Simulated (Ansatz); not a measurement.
# Wannier-function calculation, with input and output: InSe

System: InSe (P6₃/mmc, 8 atoms in the cell).
Method: maximally localised Wannier functions of r2SCAN bands, plane waves, PAW, no spin polarisation (Ansatz 0.2.0).

The structure derives from an entry of the Crystallography Open Database. The geometry comes from this level: r2scan-rvv10. It belongs to a series of runs on one base structure; here: anion p. Figures and captions count atoms from 1; the log counts them from 0 in places.

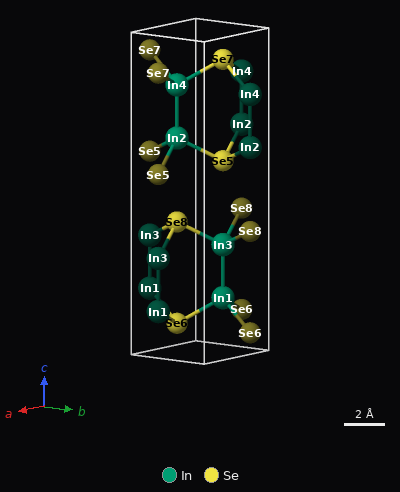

Figure 1. The input geometry (ball-and-stick view of the cell of the calculation, seen at an oblique angle; neighbours outside the cell are drawn fainter; atoms are numbered from 1 in the order of the input).

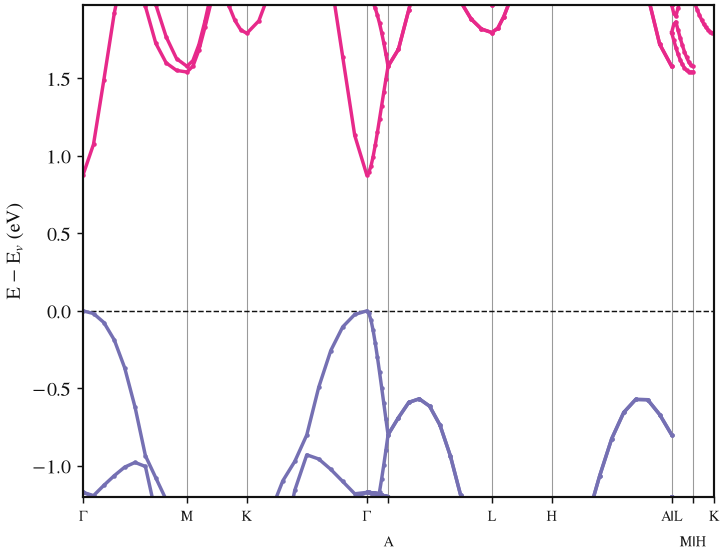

Figure 2. Band structure along Γ–M–K–Γ–A–L–H–A|L–M|H–K, with energies from the valence-band top. There is a gap of 0.88 eV on this path, direct, at Γ.

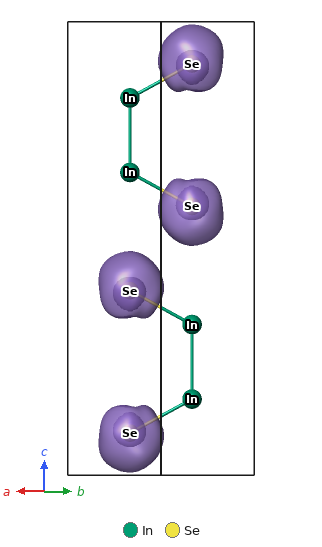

Figure 3. Isosurface of the electron localisation function at 0.7 (purple), seen along [110]. Only the valence region is drawn (cores and ρ < 0.01 e/Å³ removed). Sticks mark near contacts. The outline is the cell set on symmetry axes. Values along the shortest contacts: In–Se (2.64 Å): the ELF is about 0.55 at the midpoint. In–In (2.79 Å): the ELF is about 0.60 at the midpoint. The fields are those of the smooth PAW valence density.

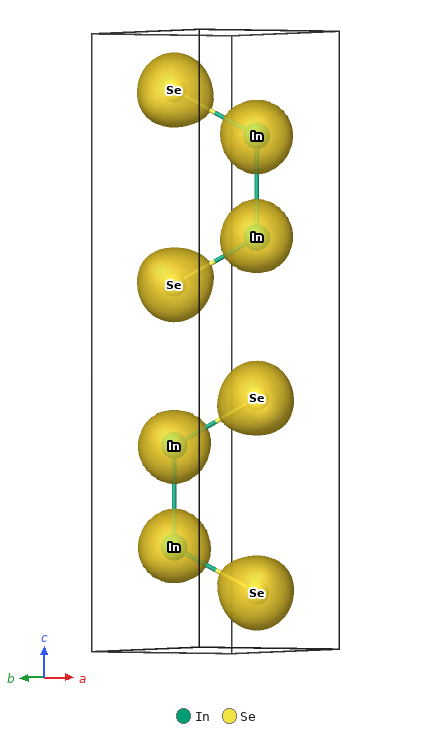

Figure 4. Isosurface of the valence charge density (pseudo) at 0.5 e/Å³ (yellow), seen at an oblique angle. Sticks mark near contacts. The outline is the cell set on symmetry axes. At this value the density breaks into separate islands; it holds about 80 % of the electrons treated as valence (semicore included). It is pinched off along the In–Se (2.64 Å) and In–In (2.79 Å) contacts. On the grid the lowest density along these lines, outside the cores, is 0.39 e/Å³ (In–Se, 2.64 Å) and 0.35 e/Å³ (In–In, 2.79 Å).

These pictures come from the run below.

**The input**
```yaml
crystal:
  lattice:
    - [4.0181119053, 0.0, 0.0]
    - [-2.0090559527, 3.4797869852, 0.0]
    - [0.0, 0.0, 16.9256135378]
  atoms:
    - { symbol: In, position: [0.3333333333, 0.6666666667, 0.1677023332] }
    - { symbol: In, position: [0.6666666667, 0.3333333333, 0.6677023332] }
    - { symbol: In, position: [0.3333333333, 0.6666666667, 0.3322976668] }
    - { symbol: In, position: [0.6666666667, 0.3333333333, 0.8322976668] }
    - { symbol: Se, position: [0.3333333333, 0.6666666667, 0.5927860119] }
    - { symbol: Se, position: [0.6666666667, 0.3333333333, 0.0927860119] }
    - { symbol: Se, position: [0.3333333333, 0.6666666667, 0.9072139881] }
    - { symbol: Se, position: [0.6666666667, 0.3333333333, 0.4072139881] }
kpoints:
  mp_grid: { grid: [6, 6, 2] }
  band_path:
    path:
      - [[0.0, 0.0, 0.0], [0.5, 2.829180953162e-17, 2.54524421968e-19], [0.3333333333333, 0.3333333333333, 5.090488439319e-19], [0.0, 0.0, 0.0], [1.497013350227e-47, 1.113636255306e-36, 0.5], [0.5, 2.830263917618e-17, 0.5], [0.3333333333333, 0.3333333333333, 0.5], [1.497013350227e-47, 1.113636255306e-36, 0.5]]
      - [[0.5, 2.830263917618e-17, 0.5], [0.5, 2.829180953162e-17, 2.54524421968e-19]]
      - [[0.3333333333333, 0.3333333333333, 0.5], [0.3333333333333, 0.3333333333333, 5.090488439319e-19]]
    npoints: 10
hamiltonian:
  xc: r2scan
scf:
  occupations: { method: fixed }
  n_extra_bands: 6
output:
  forces: false
  stress: false
  eigenvalues: true
  wannier:
    kmesh: [6, 6, 2]
    projections: [{ species: Se, l: p, shell: 4 }]
    minimise: true
    write_hr: true
    conv_tol: 1.0e-08
    max_iter: 3000
  write_density: true
  write_potential: true
  elf: true
  volumetric_format: npy
```

**File wannier.win**
```
! ansatz wannier90 interface
! projections by site (counted from 0) and shell: 4 4P, 5 4P, 6 4P, 7 4P
! states of the run's bands (counted from 1): 47-58
! their least projectability: 0.3006
num_bands = 12
num_wann  = 12
num_iter  = 2000
conv_tol = 1e-8
conv_window = 5
guiding_centres = true
write_hr = true

begin unit_cell_cart
Ang
        4.018111905277776   2.8867310417502406e-11                      0.0
      -2.0090559526638883       3.4797869852048127                      0.0
                      0.0                      0.0            16.9256135378
end unit_cell_cart

begin atoms_frac
In        0.3333333333333333       0.6666666666666666             0.1677023332
In        0.6666666666666666       0.3333333333333333             0.6677023332
In        0.3333333333333333       0.6666666666666666             0.3322976668
In        0.6666666666666666       0.3333333333333333             0.8322976668
Se        0.3333333333333333       0.6666666666666666             0.5927860119
Se        0.6666666666666666       0.3333333333333333             0.0927860119
Se        0.3333333333333333       0.6666666666666666             0.9072139881
Se        0.6666666666666666       0.3333333333333333             0.4072139881
end atoms_frac

mp_grid = 6 6 2
```

Launched with:
```bash
ansatz run input.yaml --threads 4 --pin off --max-ram 5529MiB --backend cpu --events-out ev --progress --plain --runs-dir out
```

**Log**
```
scf.n_extra_bands = 6 over 58 filled bands (N_el = 116.0): the run solves 64 bands
Engine: ansatz 0.2.0, aarch64-unknown-linux-gnu
Pseudopotentials: kind: paw
Pseudopotential: In, paw, valence charge 13, recommended cutoff 500 eV (meta_gga), In.paw.azcp
Pseudopotential: Se, paw, valence charge 16, recommended cutoff 500 eV (meta_gga), Se.paw.azcp
Functional definition: r2SCAN
  parameter k0 = 0.174
  parameter k1 = 0.065
  parameter a1 = 4.9479
  exchange = r2scan_x(k0 = k0, k1 = k1, a1 = a1)
  correlation = r2scan_c
Crystal: 8 atoms, lattice volume = 236.657 Å³
Basis set: ecut = 500 eV, 6067 PW (Γ), exchange–correlation on 120×120×500 points (64 copies of the dense FFT grid, shifted against one another)
Bands: 64, of which v1, the nominal top of the filled ones, is band 58 counted from 1 (57 counted from 0)
Symmetry: 24 space group operations
Space group: P63/mmc (ITA 194), of the structure as read, at distance tolerance 6.2e-5 Å
k-points: 14 of 72
Non-local potential: In, projectors of the file, l = 0: 2, l = 1: 2, l = 2: 2, l = 3: 2
Non-local potential: Se, projectors of the file, l = 0: 2, l = 1: 2, l = 2: 3, l = 3: 1
PAW form: soft (Blöchl's): semilocal exchange-correlation on the pseudo side does not see the compensation charge
PAW frozen core: In, regenerated for the run's functional (the file was generated under x = pbe(κ = 0.804, μ = 0.2195149727645171), c = pbe(β = 0.06672455060314922))
PAW frozen core: Se, regenerated for the run's functional (the file was generated under x = pbe(κ = 0.804, μ = 0.2195149727645171), c = pbe(β = 0.06672455060314922))
PAW one-centre angular grid: In, 590 points (default); XC on 289 of its mesh's 2783 points in the sphere
PAW one-centre angular grid: Se, 590 points (default); XC on 160 Gauss nodes
Initial density: superposition of atomic densities (neutral atoms: chi_scale 0, normalization atom), corrected by the library's trained network
Initial wavefunctions: pseudopotential atomic-orbital guess
Functional: x = r2scan, c = r2scan; τ floored in thin density (d = 2e-4 eV/Å³)
SCF iter   1: F=—  HF=-44365.174154 eV  |F-HF|=—  |Δ(HF+E_count)|=         —  Δρ=5.80e-3  dr2=6.59e-2  dr2_τ=3.13e-2  ethr=1.77e-3  ⟨swp⟩=5.0  Hψ=3182  notcnv=0  defer=45
preconditioner: auto → Resta (q_TF=auto, 2.423 Å⁻¹)  ε∞=3.4  [insulator: Δε(μ)=0.858 eV  Ē_g=13.511 eV  n_scr=66 (ndim 8)  ℏωp=21.0 eV  f_vac=0.094  ε∞_Penn≈3.4]
SCF iter   2: F=—  HF=-44365.200094 eV  |F-HF|=—  |Δ(HF+E_count)|=   2.59e-2  Δρ=2.55e-3  dr2=1.16e-2  dr2_τ=4.37e-4  ethr=5.68e-5  ⟨swp⟩=2.9  Hψ=1718  notcnv=0  defer=56
SCF iter   3: F=—  HF=-44365.200288 eV  |F-HF|=—  |Δ(HF+E_count)|=   1.94e-4  Δρ=6.51e-4  dr2=9.87e-4  dr2_τ=3.12e-5  ethr=1.00e-5  ⟨swp⟩=2.6  Hψ=1431  notcnv=0  defer=56
SCF iter   4: F=—  HF=-44365.200439 eV  |F-HF|=—  |Δ(HF+E_count)|=   1.51e-4  Δρ=1.90e-4  dr2=9.71e-5  dr2_τ=3.15e-6  ethr=8.51e-7  ⟨swp⟩=2.8  Hψ=1696  notcnv=0  defer=56
SCF iter   5: F=—  HF=-44365.200503 eV  |F-HF|=—  |Δ(HF+E_count)|=   6.34e-5  Δρ=5.37e-5  dr2=1.16e-5  dr2_τ=2.29e-7  ethr=8.37e-8  ⟨swp⟩=2.2  Hψ=1548  notcnv=0  defer=31
SCF iter   6: F=—  HF=-44365.200506 eV  |F-HF|=—  |Δ(HF+E_count)|=   3.76e-6  Δρ=1.71e-5  dr2=1.52e-6  dr2_τ=2.62e-8  ethr=1.00e-8  ⟨swp⟩=2.7  Hψ=1357  notcnv=0  defer=33
SCF iter   7: F=-44365.200507 eV  HF=-44365.200507 eV  |F-HF|=5.88e-8  |Δ(HF+E_count)|=   5.50e-7  Δρ=5.39e-6  dr2=9.84e-8  dr2_τ=6.07e-9  ethr=8.62e-11  ⟨swp⟩=8.7  Hψ=3643  notcnv=0
SCF 1 converged in 7 iterations: F = -44365.200507 eV  dr2 = 9.84e-8
  greatest PAW one-centre occupation: 1.000 electrons in one spin orbital (limit 2), on the Se atom at site 6 (counted from 0), in its partial waves of l = 2
NSCF: frozen V_eff on 93 k-points
NSCF: frozen V_eff on 18 k-points
the Wannier pass solved 18 of the 72 points of its mesh, and has the states at the others by symmetry: states obtained by the crystal's operations at points that were solved too leave a residual of 4.26e-13 eV (read by the count's bands and the next), within 8.33e-6 eV
SCF converged after 7 iterations
Free energy (F): -44365.200507 eV
Harris-Foulkes:  -44365.200507 eV  (|F-HF|=5.88e-8)
Internal energy: -44365.200507 eV  (E = F + TS)
E sigma→0 (E₀):  -44365.200507 eV
Fermi energy:    6.870662 eV
--- Per-component energies (eV) ---
  E_band       = -1926.343340
  E_kinetic    = 1446.030145
  E_local      = -15943.383214  (includes V_loc(G=0)·N_el)
  E_nonlocal   = -909.731932
  E_hartree    = 7352.312067
  E_xc         = -1195.877443
  E_vxc        = -848.204043  (∫ρ·V_xc dr)
  E_paw        = -24439.373826  (= ΣΔE_a)
  E_vpaw       = -426.022774  (= ΣTr[D̂ρ^β])
  E_aug_tail   = -0.000807  (compensation charges beyond the density's cutoff)
  E_vtau       = 50.350369  (kinetic-family band-sum trace: ∫τ·v_τ [+ j·A + Jᵃ·Aᵃ] dr)
  E_ewald      = -10671.978599
  E_core_change = -3.196898  (= ΣΔE_core)
  E_smearing   = -0.000000  (= −TS)
  E_closure    = 0.000000  (closes the sum)
  Σ components = -44365.200507   (vs F -44365.200507, Δ=0.00e0)
--- Band table (eV; the first three rows and the last of 14) ---
  k-point 0: bands = ["-41.3207", "-41.3207", "-41.3207", "-41.3207", "-41.3207", "-41.3207", "-41.3207", "-41.3207", "-41.2924", "-41.2924", "-41.2924", "-41.2924", "-41.2922", "-41.2922", "-41.2922", "-41.2922", "-41.2808", "-41.2808", "-41.2808", "-41.2808", "-8.4550", "-8.4546", "-8.2579", "-8.2579", "-8.2576", "-8.2576", "-8.1688", "-8.1688", "-8.1686", "-8.1686", "-8.1538", "-8.1538", "-8.1537", "-8.1537", "-7.9609", "-7.9609", "-7.9607", "-7.9607", "-7.9569", "-7.9500", "-7.0846", "-6.9275", "-6.8478", "-6.6815", "0.4537", "0.7880", "2.6096", "3.5139", "5.4325", "5.4511", "5.4511", "5.5282", "5.5282", "5.6188", "5.6188", "5.6997", "5.6997", "6.8707", "7.7494", "8.9049", "9.4613", "9.4999", "11.4620", "11.4620"]
  k-point 1: bands = ["-41.3207", "-41.3207", "-41.3207", "-41.3207", "-41.3207", "-41.3207", "-41.3207", "-41.3207", "-41.2924", "-41.2924", "-41.2924", "-41.2924", "-41.2922", "-41.2922", "-41.2922", "-41.2922", "-41.2808", "-41.2808", "-41.2808", "-41.2808", "-8.4548", "-8.4548", "-8.2577", "-8.2577", "-8.2577", "-8.2577", "-8.1687", "-8.1687", "-8.1687", "-8.1687", "-8.1537", "-8.1537", "-8.1537", "-8.1537", "-7.9608", "-7.9608", "-7.9608", "-7.9608", "-7.9535", "-7.9535", "-7.0302", "-7.0302", "-6.7405", "-6.7405", "0.6018", "0.6018", "3.0278", "3.0278", "5.4809", "5.4809", "5.4809", "5.4809", "5.6679", "5.6679", "5.6679", "5.6679", "6.0715", "6.0715", "8.4486", "8.4486", "9.4805", "9.4805", "11.5199", "11.5199"]
  k-point 2: bands = ["-41.3207", "-41.3207", "-41.3207", "-41.3207", "-41.3207", "-41.3207", "-41.3206", "-41.3206", "-41.2924", "-41.2924", "-41.2924", "-41.2924", "-41.2923", "-41.2923", "-41.2922", "-41.2922", "-41.2808", "-41.2808", "-41.2807", "-41.2807", "-8.4623", "-8.4614", "-8.3450", "-8.3372", "-8.2844", "-8.2743", "-8.2537", "-8.2534", "-8.1609", "-8.1609", "-8.1492", "-8.1491", "-8.1399", "-8.1398", "-8.0065", "-8.0038", "-7.9633", "-7.9631", "-7.8718", "-7.8713", "-6.7872", "-6.6509", "-6.5726", "-6.4256", "0.6417", "0.8605", "2.7113", "2.9978", "4.1565", "4.2785", "4.4266", "5.0367", "5.1134", "5.2230", "5.3197", "5.4397", "5.8274", "6.6316", "8.9160", "9.3917", "9.8869", "10.1869", "10.8821", "11.1221"]
  k-point 13: bands = ["-41.3205", "-41.3205", "-41.3205", "-41.3205", "-41.3205", "-41.3205", "-41.3205", "-41.3205", "-41.2925", "-41.2925", "-41.2924", "-41.2924", "-41.2924", "-41.2924", "-41.2922", "-41.2922", "-41.2806", "-41.2806", "-41.2806", "-41.2806", "-8.5932", "-8.5932", "-8.4951", "-8.4951", "-8.3864", "-8.3864", "-8.2758", "-8.2758", "-8.1541", "-8.1541", "-8.1133", "-8.1133", "-8.1035", "-8.1035", "-7.9987", "-7.9987", "-7.9966", "-7.9966", "-7.7855", "-7.7855", "-5.5828", "-5.5828", "-5.5102", "-5.5102", "0.5454", "0.5454", "1.3545", "1.3545", "2.7998", "2.7998", "3.2329", "3.2329", "4.2549", "4.2549", "4.4738", "4.4738", "5.2425", "5.2425", "8.8888", "8.8888", "9.6095", "9.6095", "10.6856", "10.6856"]
Wannier search: line search 1 of at most 3000: gauge-dependent spread (as the search counts it) 6.1478877 Å², largest recent change 5.4e-1 Å² and fall left 2.4e-2 Å² against conv_tol 1.0e-8 Å², 0 stops escaped
```

**File rho_z.tsv**
```
# z_ang	rho[e/angstrom^3]
# format = ansatz-planar-average/11
# lattice	4.018111905	0.000000000	0.000000000
# lattice	-2.009055953	3.479786985	0.000000000
# lattice	0.000000000	0.000000000	16.925613538
# sites	8
# site	49	-0.000000000	2.319857990	2.838464881
# site	49	2.009055953	1.159928995	11.301271650
# site	49	-0.000000000	2.319857990	5.624341888
# site	49	2.009055953	1.159928995	14.087148657
# site	34	-0.000000000	2.319857990	10.033266948
# site	34	2.009055953	1.159928995	1.570460179
# site	34	-0.000000000	2.319857990	15.355153359
# site	34	2.009055953	1.159928995	6.892346590
0.000000	3.642578e-2
0.135405	3.933291e-2
0.270810	4.838845e-2
0.406215	6.452273e-2
0.541620	8.916889e-2
0.677025	1.234147e-1
0.812429	1.703645e-1
0.947834	2.475344e-1
1.083239	3.914660e-1
1.218644	6.526139e-1
1.354049	1.029187e0
1.489454	1.361832e0
1.624859	1.412661e0
1.760264	1.151799e0
1.895669	8.023117e-1
2.031074	5.653079e-1
2.166479	4.827898e-1
2.301883	5.176843e-1
2.437288	6.250593e-1
2.572693	7.562054e-1
2.708098	8.588588e-1
2.843503	8.844706e-1
2.978908	8.124228e-1
3.114313	6.651951e-1
3.249718	4.906657e-1
3.385123	3.336902e-1
3.520528	2.191895e-1
3.655933	1.497995e-1
3.791337	1.130628e-1
3.926742	9.430535e-2
4.062147	8.490223e-2
4.197552	8.139677e-2
4.332957	8.252905e-2
4.468362	8.872324e-2
4.603767	1.021433e-1
4.739172	1.283592e-1
4.874577	1.794262e-1
5.009982	2.704821e-1
5.145387	4.078812e-1
5.280791	5.781810e-1
5.416196	7.454610e-1
5.551601	8.601755e-1
5.687006	8.835926e-1
5.822411	8.144053e-1
5.957816	6.908869e-1
6.093221	5.652173e-1
6.228626	4.883731e-1
6.364031	5.065026e-1
6.499436	6.638622e-1
6.634841	9.718888e-1
6.770245	1.310407e0
6.905650	1.432135e0
7.041055	1.217178e0
7.176460	8.321146e-1
7.311865	5.048339e-1
7.447270	3.080416e-1
7.582675	2.033615e-1
7.718080	1.446471e-1
7.853485	1.050864e-1
7.988890	7.566814e-2
8.124294	5.550264e-2
8.259699	4.304012e-2
8.395104	3.714922e-2
8.530509	3.714922e-2
8.665914	4.304012e-2
8.801319	5.550264e-2
8.936724	7.566814e-2
9.072129	1.050864e-1
9.207534	1.446471e-1
9.342939	2.033615e-1
9.478344	3.080416e-1
9.613748	5.048339e-1
9.749153	8.321146e-1
9.884558	1.217178e0
10.019963	1.432135e0
10.155368	1.310407e0
10.290773	9.718888e-1
10.426178	6.638622e-1
10.561583	5.065026e-1
10.696988	4.883731e-1
10.832393	5.652173e-1
10.967798	6.908869e-1
11.103202	8.144053e-1
11.238607	8.835926e-1
11.374012	8.601755e-1
11.509417	7.454610e-1
11.644822	5.781810e-1
11.780227	4.078812e-1
11.915632	2.704821e-1
12.051037	1.794262e-1
12.186442	1.283592e-1
12.321847	1.021433e-1
12.457252	8.872324e-2
12.592656	8.252905e-2
12.728061	8.139677e-2
12.863466	8.490223e-2
12.998871	9.430535e-2
13.134276	1.130628e-1
13.269681	1.497995e-1
13.405086	2.191895e-1
13.540491	3.336902e-1
13.675896	4.906657e-1
13.811301	6.651951e-1
13.946706	8.124228e-1
14.082110	8.844706e-1
14.217515	8.588588e-1
14.352920	7.562054e-1
14.488325	6.250593e-1
14.623730	5.176843e-1
14.759135	4.827898e-1
14.894540	5.653079e-1
15.029945	8.023117e-1
15.165350	1.151799e0
15.300755	1.412661e0
15.436160	1.361832e0
15.571564	1.029187e0
15.706969	6.526139e-1
15.842374	3.914660e-1
15.977779	2.475344e-1
16.113184	1.703645e-1
16.248589	1.234147e-1
16.383994	8.916889e-2
16.519399	6.452273e-2
16.654804	4.838845e-2
16.790209	3.933291e-2
```

**Key numbers**

| quantity | value |
| --- | --- |
| outcome | converged |
| space group (tolerance 0.01 Å) | P6₃/mmc (194) |
| electrons treated | 116 |
| free energy | −44365.2005 eV |
| total spread of the Wannier functions | 52.120 Å² |
| Fermi energy | 6.871 eV |
| gap on the k-point mesh | 0.88 eV |
| hardware | 4 threads of Arm Neoverse V1, 24 GiB of memory available, shared host |
| wall time | 35 s (CPU time 2.3 min) |
| peak memory | 1.6 GiB |
